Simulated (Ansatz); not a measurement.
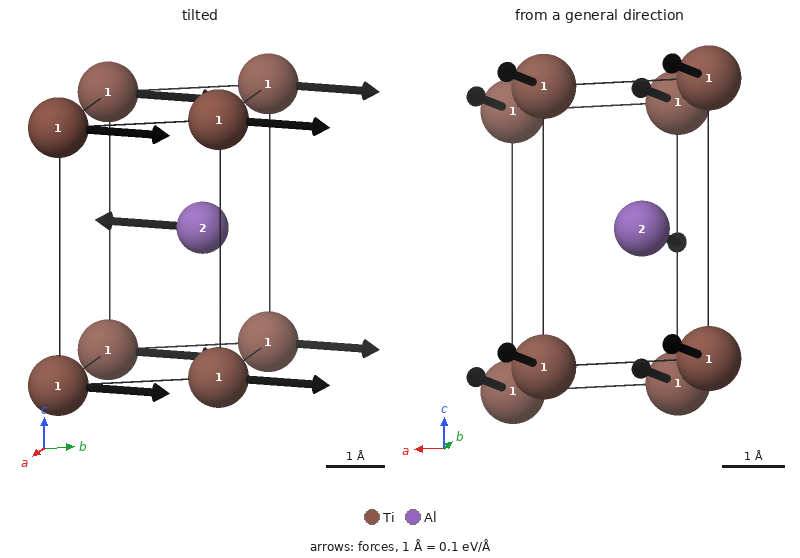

A spheres-only picture of a crystal structure, seen slightly off an axis and from a general direction. Lines trace the edges of the simulation cell. The arrows are the computed forces on the atoms.

System: TiAl. Electronic-structure method: DFT r2SCAN, scalar-relativistic, plane waves, PAW in Ansatz. Parameters: a basis cut at 500 eV, a 24×24×14 grid in reciprocal space, Gaussian smearing of 0.15 eV, no spin polarisation.

Question: Could this be the end point of a relaxation?

Answer: No. The atoms still feel forces of up to about 0.16 eV/Å, above a usual threshold of 0.01 to 0.03 eV/Å.

Question: On which atom is the force largest?

Answer: Ti1 and Al2, about 0.16 eV/Å.

Origin of the cell: a structure listed in the Materials Project. The cell was then strained or its atoms displaced on purpose. It was run through Ansatz as a DFT input.
